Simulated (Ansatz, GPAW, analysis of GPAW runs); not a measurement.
# Reproducing a measured hyperfine coupling: N2V- centre in diamond (GPAW)

How near does this set-up come to the measured hyperfine coupling? Subject: N2V- centre in diamond. Set-up: PBE, plane waves 500 eV, 64-site cell, PBE lattice, k: the zone centre alone then 2x2x2 shifted, start relaxed with Ansatz. The model is a cell of 64 host atoms with 1 site emptied, N put on another atom's site and N put on another atom's site. The isotropic coupling follows from the spin density at the nucleus, the nuclear g-factor and the total spin. A local or semilocal functional is the cheapest first rung.

Measured beforehand: 15N, isotropic: 4.02 MHz, by EPR (“Electron paramagnetic resonance of the N2V− defect in 15N-doped synthetic diamond”, 2015, B. L. Green et al.). 13C, the two neighbours of the vacancy, isotropic: 240.7 MHz, by EPR (“Electron paramagnetic resonance of the N2V− defect in 15N-doped synthetic diamond”, 2015, B. L. Green et al.). The calculation is set beside it at the end.

Calculated with GPAW 26.7.0; GPAW plane-wave PAW DFT, PBE; relaxation of all atoms of a defect supercell.

### 1. Starting point

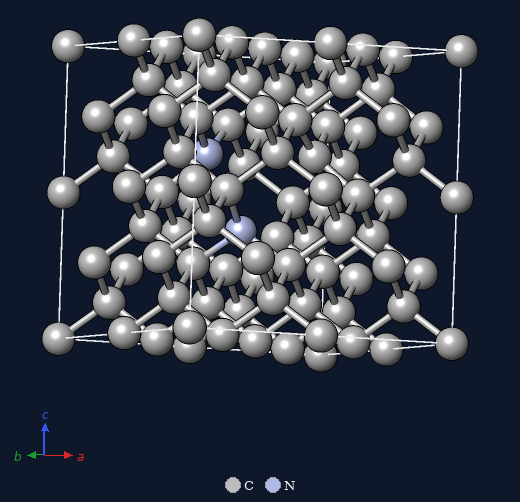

The starting structure, seen slightly off an axis (carbon light grey, nitrogen light blue). Bonds to atoms that aren't drawn are left out. Some periodic images of atoms are drawn too.

The cell holds 63 atoms: 61 C and 2 N. Its edges and angles: a = 7.144 Å, b = 7.144 Å, c = 7.144 Å, α = 90.0°, β = 90.0°, γ = 90.0°. It derives from C (space group Fd-3m). Nearest the centre at fractional (0.375, 0.375, 0.375): C41 at 1.66 Å, C48 at 1.66 Å, N26 at 1.70 Å, N4 at 1.70 Å, C14 at 2.48 Å, C22 at 2.48 Å, C45 at 2.51 Å, C52 at 2.51 Å. The cell carries charge −1.

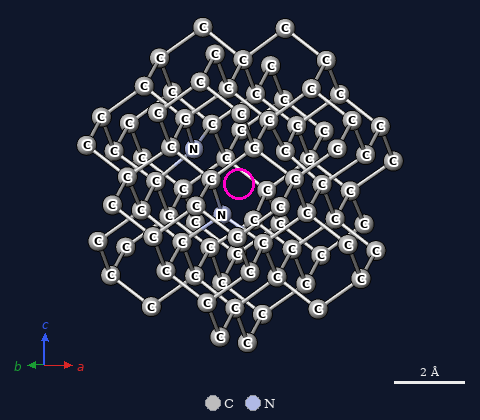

The atoms within 5 Å of the centre. A ring marks the centre wherever it is empty.

The host's primitive cell comes from a first run (GPAW plane-wave PAW DFT, PBE; relaxation of cell and atoms of a defect-free cell): vectors of 2.526, 2.526 and 2.526 Å. That is 5.70 Å³ an atom, 0.4 % over the diffraction cell's volume. The supercell is built on it.

This program's steps are dear, so the start below was first relaxed with Ansatz (plane-wave PAW DFT, PBE; 16 s).

### 2. Relaxation, charge −1

Every later number rests on the structure around the defect, so the atoms are relaxed at the host's lattice first.

run.py

```python
import numpy as np
from ase.io import read, write
from ase.parallel import parprint, world
from gpaw import GPAW, PW
from ase.optimize import BFGS

atoms = read('POSCAR')
magmoms = np.zeros(len(atoms))
magmoms[[3, 25, 40, 47]] = 1 / 4
atoms.set_initial_magnetic_moments(magmoms)
calc = GPAW(mode=PW(500),
            xc='PBE',
            kpts={'size': (1, 1, 1), 'gamma': True},
            charge=-1,
            occupations={'name': 'fermi-dirac', 'width': 0.01, 'fixmagmom': True},
            nbands=136,
            convergence={'density': 1e-05, 'forces': 0.001},
            maxiter=150,
            symmetry='off',
            txt='gpaw.txt')
atoms.calc = calc
opt = BFGS(atoms, trajectory='relax.traj', logfile='-')
done = opt.run(fmax=0.02, steps=80)
parprint('Converged:', done)
energy = atoms.get_potential_energy()
forces = atoms.get_forces()
parprint(f'Energy: {energy:.6f} eV, largest force {np.linalg.norm(forces, axis=1).max():.4f} eV/A')
calc.write('gs.gpw')
write('final.xyz', atoms)
parprint('Moments:', atoms.get_magnetic_moments().round(3))
for s in range(calc.get_number_of_spins()):
    parprint('Levels (eV), spin', s, calc.get_eigenvalues(kpt=0, spin=s)[-16:].round(3))
```

POSCAR

```
C  N  C  N  C 
 1.0000000000000000
     7.1439157092080041   -0.0000000000000009   -0.0000000000000000
     0.0000000000000004    7.1439157092080050   -0.0000000000000000
    -0.0000000000000004   -0.0000000000000018    7.1439157092080032
 C   N   C   N   C  
   3   1  21   1  37
Direct
 -0.0010174937001789 -0.0017721273169003  0.2497054861698071
 -0.0009959275506570  0.2497143881857875 -0.0017989480803719
  0.2506034674550385 -0.0017562117129858 -0.0017704203337271
  0.2378423731459266  0.2373274632044220  0.2373091422460612
  0.1258917360302349  0.1256747631422926  0.3686590359262776
  0.1258909235716636  0.3686845914468470  0.1256429556143594
  0.3695856925432009  0.1254024573727730  0.1253902391839658
  0.0006052143192945  0.0005485946138696  0.7489231459760208
  0.0030177888807143  0.2526053032747646  0.4968971408870462
  0.2517449642468189  0.0024051246234390  0.4972545396427031
  0.2517574046968958  0.2522302909767007  0.7470808884841234
  0.1253627014450429  0.1255074733109701  0.8728342373704612
  0.1259097758003911  0.3808220855167088  0.6238168992638744
  0.3775381997174571  0.1288159568078026  0.6206713256917976
  0.3753429375119663  0.3747636754534069  0.8747175393941645
  0.0030122506436996  0.4969085894887971  0.2525834909804276
  0.0005961261807945  0.7489433652511567  0.0005234637427473
  0.2517456496119858  0.4972691292553256  0.0023773288440761
  0.2517502791607568  0.7470949634361476  0.2522066125795963
  0.1259033896069904  0.6238345068380189  0.3807985447632626
  0.1253453599212737  0.8728430247720346  0.1255070128382146
  0.3775412620154691  0.6206906490133229  0.1287777080497199
  0.3753428947856356  0.8747488510472784  0.3747387853397250
 -0.0009922745696343  0.4997785777408857  0.7512514760166681
 -0.0010072772196725  0.7512677105993295  0.4997687242478469
  0.2378404567257050  0.5121967550612887  0.5121622511305725
  0.2506028934958567  0.7512483850449519  0.7512285073765713
  0.1253583839414433  0.6239772929532362  0.8766198686724588
  0.1253614952442814  0.8766377113938176  0.6239676398190656
  0.3695763675838074  0.6241006936976929  0.6240697849037298
  0.3753503825490104  0.8747494375151004  0.8747214252963347
  0.4982847348248498  0.0017944836980110  0.2510959445083009
  0.4982804284411886  0.2511105000667162  0.0017884895836894
  0.7493895264953433 -0.0000871860167888 -0.0001006410977001
  0.7496792204359964  0.2498886917534116  0.2498729483028843
  0.6245933008643110  0.1263742900516275  0.3767584156018809
  0.6245913259567460  0.3767617948145621  0.1263578614761068
  0.8742164263217482  0.1245528738702893  0.1245330737656330
  0.8749285688624167  0.3747427861302902  0.3747386578373130
  0.4995315864625462 -0.0005963140301521  0.7500899389685780
  0.5124026654793885  0.2418322634293391  0.5076521352592048
  0.7515526465165114 -0.0014935840620111  0.4985826789598233
  0.7515768872806903  0.2509097799087062  0.7509548663783419
  0.6242508988943754  0.1250277780561056  0.8754984496357806
  0.6246010501681811  0.3727379533474957  0.6230895028749028
  0.8765464212492564  0.1255049668914465  0.6239736251040253
  0.8755490585564425  0.3747490745274760  0.8747287278122018
  0.5124071455264642  0.5076909698334171  0.2417921188740027
  0.4995286233803412  0.7501087199864769 -0.0006315240002081
  0.7515588551382553  0.4985894516698323 -0.0015042473568586
  0.7515704130215721  0.7509600109333755  0.2508984231760067
  0.6245950166058972  0.6231131157596579  0.3727198637573718
  0.6242546193253493  0.8755050888502222  0.1250121582613113
  0.8765553307911617  0.6239768407326438  0.1254918288782178
  0.8755385695913402  0.8747402192643056  0.3747453852723970
  0.4982894279363222  0.4983870780185110  0.7476522785561002
  0.4982836349759426  0.7476735682377370  0.4983643167446379
  0.7496993567314502  0.4996043327509482  0.4995825608368288
  0.7493886679034132  0.7495756790983948  0.7495622844754803
  0.6242286007087507  0.6244766744058897  0.8739510607593123
  0.6242275956916719  0.8739690637057679  0.6244744748974300
  0.8742314927742868  0.6249422122855638  0.6249390166472916
  0.8749097132965767  0.8747436130224504  0.8747290912121328
```

Launch:

```console
OMP_NUM_THREADS=1 mpirun -n 4 gpaw python run.py > stdout
```

Log:

```text
__  _  _
 | _ |_)|_||  |
 |__||  | ||/\| - 26.7.0

Input parameters:
  mode=PW(ecut=500.0),
  charge=-1,
  convergence={'density': 1e-05, 'forces': 0.001},
  kpts=MonkhorstPack(size=(1, 1, 1), gamma=True),
  maxiter=150,
  nbands=136,
  occupations=Occupations(name='fermi-dirac', width=0.01, fixmagmom=True),
  symmetry=Symmetry(point_group=False, time_reversal=False),
  xc=XC(name='PBE')

Diagonalizing LCAO Hamiltonian
Converting LCAO to pw mode

                 C        C
            C  C     C C
         C   C C  C   C C
          C C   C C  C   C
          CC     C C      C
       C    CNC C    CCC
        C      C C    CCC
         CCC C    C C
          C N   C  C C   C
       C   C  C C  C  C
        C     C  C     C
           C        C

Atoms  # Å, Bohr magnetons
|    | symbol |         x |         y |         z |    initial magnetic moments |
|----|--------|-----------|-----------|-----------|-----------------------------|
|  0 |      C | -0.007269 | -0.012660 |  1.783875 | ( 0.0000,  0.0000,  0.0000) |
|  1 |      C | -0.007115 |  1.783939 | -0.012852 | ( 0.0000,  0.0000,  0.0000) |
|  2 |      C |  1.790290 | -0.012546 | -0.012648 | ( 0.0000,  0.0000,  0.0000) |
|  3 |      N |  1.699126 |  1.695447 |  1.695317 | ( 0.0000,  0.0000,  0.2500) |
|  4 |      C |  0.899360 |  0.897810 |  2.633669 | ( 0.0000,  0.0000,  0.0000) |
|  5 |      C |  0.899354 |  2.633852 |  0.897583 | ( 0.0000,  0.0000,  0.0000) |
|  6 |      C |  2.640289 |  0.895865 |  0.895777 | ( 0.0000,  0.0000,  0.0000) |
|  7 |      C |  0.004324 |  0.003919 |  5.350244 | ( 0.0000,  0.0000,  0.0000) |
|  8 |      C |  0.021559 |  1.804591 |  3.549791 | ( 0.0000,  0.0000,  0.0000) |
|  9 |      C |  1.798445 |  0.017182 |  3.552345 | ( 0.0000,  0.0000,  0.0000) |
| 10 |      C |  1.798534 |  1.801912 |  5.337083 | ( 0.0000,  0.0000,  0.0000) |
[...]
| 25 |      N |  1.699112 |  3.659090 |  3.658844 | ( 0.0000,  0.0000,  0.2500) |
[...]
Unit cell  # Å
| periodic |         x |         y |         z |  lengths |    angles |
|----------|-----------|-----------|-----------|----------|-----------|
|      yes |  7.143916 | -0.000000 | -0.000000 | 7.143916 | 90.000000 |
|      yes |  0.000000 |  7.143916 | -0.000000 | 7.143916 | 90.000000 |
|      yes | -0.000000 | -0.000000 |  7.143916 | 7.143916 | 90.000000 |

Number of symmetries: 1
Symmetry operations  # r_c * U_cc + t_c -> r_c
|   | kind |            matrix            |
|---|------|------------------------------|
| 0 |  E   |  1, 0, 0,  0, 1, 0,  0, 0, 1 |

BZ-sampling:
  Number of BZ points: 1
  Number of IBZ points: 1

  Monkhorst-Pack size: [1, 1, 1]
  Monkhorst-Pack shift: [0, 0, 0]

K-points  # in reciprocal-cell coordinates
|   |                                coordinates |     weight |
|---|--------------------------------------------|------------|
| 0 | (  0.00000000,   0.00000000,   0.00000000) | 1.00000000 |

Plane wave coefficients: 4586
Cutoff: 500.0 eV

Spin-components: 2 (collinear spins)
Bands:           136
Projectors:      315
Spin-degeneracy: 1
Datatype:        float64

Density:
  Valence electrons: 254.0
  Components: 2
  Grid points: [40 40 40]
  Charge: -1.0  # |e|

Potential:
  Grid points: [40 40 40]

species:
  C:
    name:    Carbon
    Z:       6.0
    valence: 4
    core:    2
    charge:  0.0  # [|e|]
    compensation charges:
      type: gauss
      rc: 0.20  # [Å]
      lmax: 2
    cutoffs:
      filter: 1.14  # [Å]
      core: 1.14  # [Å]
    projectors
    | kind |    occ | energy [eV] | rcut [Å] |
    |------|--------|-------------|----------|
    |   2s |  2.000 |     -13.751 |    0.635 |
    |   2p |  2.000 |      -5.284 |    0.635 |
    |    s |        |      13.461 |    0.635 |
    |    p |        |      21.927 |    0.635 |
    |    d |        |       0.000 |    0.635 |

    Using partial waves for C as LCAO basis

  N:
    name:    Nitrogen
    Z:       7.0
    valence: 5
    core:    2
    charge:  0.0  # [|e|]
    compensation charges:
      type: gauss
      rc: 0.18  # [Å]
      lmax: 2
    cutoffs:
      filter: 1.11  # [Å]
      core: 0.96  # [Å]
    projectors
    | kind |    occ | energy [eV] | rcut [Å] |
    |------|--------|-------------|----------|
    |   2s |  2.000 |     -18.583 |    0.603 |
    |   2p |  3.000 |      -7.089 |    0.529 |
    |    s |        |       8.629 |    0.603 |
    |    p |        |      20.123 |    0.529 |
    |    d |        |       0.000 |    0.577 |

    Using partial waves for N as LCAO basis

Reference energy: -65648.758053  # eV

eigensolver:
  PPCG
  Converge bands: occupied
  niter=2

density mixing:
  MSR1-Mixer
  Pratt-step length: 0.05
  Maximum mixing coefficient: 0.75
  Old densities: 10
  SVD Regularization: 0.005
  Good broyden scale: 1.0
  Trust region scale: 1.0
  Backstep threshold: 4.0
  History deletion threshold: 6.0
  Fourier metric: weight=20.0, sigma=0.015

occupation numbers:
  Fixed magnetic moment: 1.000
  Fermi-Dirac:
    width: 0.0100  # eV

poisson solver:
  ecut: 4000.0  # eV
  uniform background charge: -1.0  # electrons

xc functional:
  name: PBE with 2 nearest neighbor stencil

Initialization done in: 10.064 s

convergence criteria:
[...]
|iter:   1| | -545.405950c| -4.38 |       |      |  +0.9999|
|iter:   2| | -545.405738c| -5.90 | -3.52 |      |  +0.9999|
|iter:   3| | -545.405251c| -4.99 | -3.60 |      |  +0.9999|
|iter:   4| | -545.405225c| -6.07 | -4.00 |      |  +0.9999|
|iter:   5| | -545.405221c| -7.10 | -4.27 |      |  +1.0000|
|iter:   6| | -545.405220c| -7.64c| -4.57 |      |  +1.0000|
|iter:   7| | -545.405220c| -8.05c| -5.17c|-1.13 |  +1.0000|
|iter:   8| | -545.405220c| -8.54c| -5.44c|-2.76 |  +1.0000|
|iter:   9| | -545.405220c| -9.11c| -5.78c|-3.22c|  +1.0000|

Converged in 9 steps
SCF loop duration: 16.737 s (1.860 s/step)
Energy contributions relative to reference atoms: (reference = -65648.758053)

Energy contributions:
  Kinetic:         538.166089
  Coulomb:        -473.150617
  Zero:              0.553947
  External:          0.000000
  Xc:             -610.974638
  Entropy:          -0.000000
  Spinorbit:         0.000000
  ----------------------------
  Free energy:    -545.405220
  Extrapolated:   -545.405220

dipole moment: (-2.996251, 24.755928, 24.725584)  # |e|*Ang

Total magnetic moment: (0.000000, 0.000000, 1.000000)

Local magnetic moments
|        x |        y |         z |
|----------|----------|-----------|
[...]
Fermi levels: 14.842, 14.418
Eigenvalues  # (at kpt = [0.000, 0.000, 0.000])
| band index |      eig [eV] | occ [0-1] |      eig [eV] | occ [0-1] |
|------------|---------------|-----------|---------------|-----------|
[...]
|        ... |               |           |               |           |
[...]
Gap: 1.061 eV
Transition (v -> c):
  (s=1, k=0, n=127, [0.00, 0.00, 0.00]) -> (s=0, k=0, n=128, [0.00, 0.00, 0.00])
No difference between direct/indirect transitions

Forces  # eV/Ang
|        x |        y |        z |
|----------|----------|----------|
[...]
C        C
            C  C     C C
         C   C C  C   C C
          C C   C C  C   C
          CC     C C      C
       C    CNC C    CCC
        C      C C    CCC
         CCC C    C C
          C N   C  C C   C
       C   C  C C  C  C
        C     C  C     C
           C        C

Atoms  # Å, Bohr magnetons
|    | symbol |         x |         y |         z |    initial magnetic moments |
|----|--------|-----------|-----------|-----------|-----------------------------|
[...]
|  3 |      N |  1.702974 |  1.699103 |  1.698978 | ( 0.0000,  0.0000,  0.0012) |
[...]
| 25 |      N |  1.702974 |  3.655238 |  3.655094 | ( 0.0000,  0.0000,  0.0012) |
[...]
| 58 |      C |  5.353528 |  5.355018 |  5.354911 | ( 0.0000,  0.0000,  0.0003) |
| 59 |      C |  4.459600 |  4.461199 |  6.243610 | ( 0.0000,  0.0000, -0.0009) |
| 60 |      C |  4.459581 |  6.243742 |  4.461099 | ( 0.0000,  0.0000, -0.0009) |
| 61 |      C |  6.245458 |  4.464697 |  4.464579 | ( 0.0000,  0.0000, -0.0009) |
| 62 |      C |  6.250403 |  6.249120 |  6.249015 | ( 0.0000,  0.0000,  0.0004) |

Unit cell  # Å
| periodic |         x |         y |         z |  lengths |    angles |
|----------|-----------|-----------|-----------|----------|-----------|
|      yes |  7.143916 | -0.000000 | -0.000000 | 7.143916 | 90.000000 |
|      yes |  0.000000 |  7.143916 | -0.000000 | 7.143916 | 90.000000 |
|      yes | -0.000000 | -0.000000 |  7.143916 | 7.143916 | 90.000000 |

Initialization done in: 1.221 s

convergence criteria:
- Maximum integral of absolute [dens]ity change: 1e-05 electrons / valence electron
- Maximum change in the atomic [forces] across last 2 cycles: 0.001 eV/Ang OR
Maximum error relative to the maximum force is below inf
- Maximum [total energy] change in last 3 cyles: 0.0005 eV / valence electron
- Maximum integral of absolute [eigenst]ate change: 4e-08 eV^2 / valence electron
maximum number of iterations: 150

SCF iterations
|iter     | |      energy | eigst |  dens |force |  magmom |
|---------|-|-------------|-------|-------|------|---------|
|iter:   1| | -545.405331c| -5.56 |       |      |  +1.0000|
|iter:   2| | -545.405321c| -7.06 | -4.10 |      |  +1.0000|
|iter:   3| | -545.405295c| -6.30 | -4.16 |      |  +1.0000|
|iter:   4| | -545.405294c| -7.37 | -4.55 |      |  +1.0000|
|iter:   5| | -545.405293c| -7.78c| -4.81 |      |  +1.0000|
|iter:   6| | -545.405293c| -8.19c| -5.20c|-1.75 |  +1.0000|
|iter:   7| | -545.405293c| -8.81c| -5.75c|-3.29c|  +1.0000|

Converged in 7 steps
SCF loop duration: 12.275 s (1.754 s/step)
Energy contributions relative to reference atoms: (reference = -65648.758053)

Energy contributions:
  Kinetic:         538.117922
  Coulomb:        -473.117281
  Zero:              0.553997
  External:          0.000000
  Xc:             -610.959932
  Entropy:          -0.000000
  Spinorbit:         0.000000
  ----------------------------
  Free energy:    -545.405293
  Extrapolated:   -545.405293

dipole moment: (-2.999720, 24.755582, 24.725330)  # |e|*Ang

Total magnetic moment: (0.000000, 0.000000, 1.000000)

Local magnetic moments
|        x |        y |         z |
|----------|----------|-----------|
[...]
Fermi levels: 14.842, 14.418
Eigenvalues  # (at kpt = [0.000, 0.000, 0.000])
| band index |      eig [eV] | occ [0-1] |      eig [eV] | occ [0-1] |
|------------|---------------|-----------|---------------|-----------|
[...]
|        ... |               |           |               |           |
[...]
|        131 |        16.123 |     0.000 |        16.128 |     0.000 |
|        132 |        16.185 |     0.000 |        16.198 |     0.000 |
|        133 |        16.211 |     0.000 |        16.252 |     0.000 |
|        134 |        16.397 |     0.000 |        16.409 |     0.000 |
|        135 |        16.597 |     0.000 |        16.608 |     0.000 |

Gap: 1.060 eV
Transition (v -> c):
  (s=1, k=0, n=127, [0.00, 0.00, 0.00]) -> (s=0, k=0, n=128, [0.00, 0.00, 0.00])
No difference between direct/indirect transitions

Forces  # eV/Ang
|        x |        y |        z |
|----------|----------|----------|
[...]
|  0.00039 |  0.00195 |  0.00161 |  # C   58
| -0.00062 |  0.00122 |  0.00300 |  # C   59
| -0.00027 |  0.00290 |  0.00111 |  # C   60
| -0.00097 |  0.00092 |  0.00092 |  # C   61
| -0.00032 |  0.00016 |  0.00010 |  # C   62

# Writing to gs.gpw (mode='')
```

Wall time 89 s (4 MPI ranks of Arm Neoverse V1, shared host); peak memory 1.5 GiB; 5.9 min of CPU time.

Step by step:

```csv
step,energy less that of the first step (eV)
0,0.0000
1,-0.0011
2,-0.0016
3,-0.0017
```

Neighbours of the ideal centre at the end:

```csv
atom,distance (Å)
C41,1.663
C48,1.663
N26,1.691
N4,1.695
C14,2.485
C22,2.485
C45,2.514
C52,2.514
C36,2.517
C37,2.517
C13,2.517
C20,2.517
C30,2.519
C5,2.520
C6,2.520
C7,2.524
```

Numbers from this step:

* total moment: 1.0000 μB

First to last step the energy falls by 0.002 eV; the largest move, 0.007 Å, is that of N26.

[end of part 1 of 2]

[Logs are printed without paths, hosts, clocks, repeated set-up lines and the standing remarks that a program may print on its own settings, such as how far it seeks lower states.]

[Hosts, paths, dates, database ids (printed as entryN), source tags and the programs' standing remarks are cut or masked in the printed files.]

[For some hosts the program warned that the k-mesh of the response run may be too coarse for force constants and the static dielectric constant; such warnings are not shown here.]
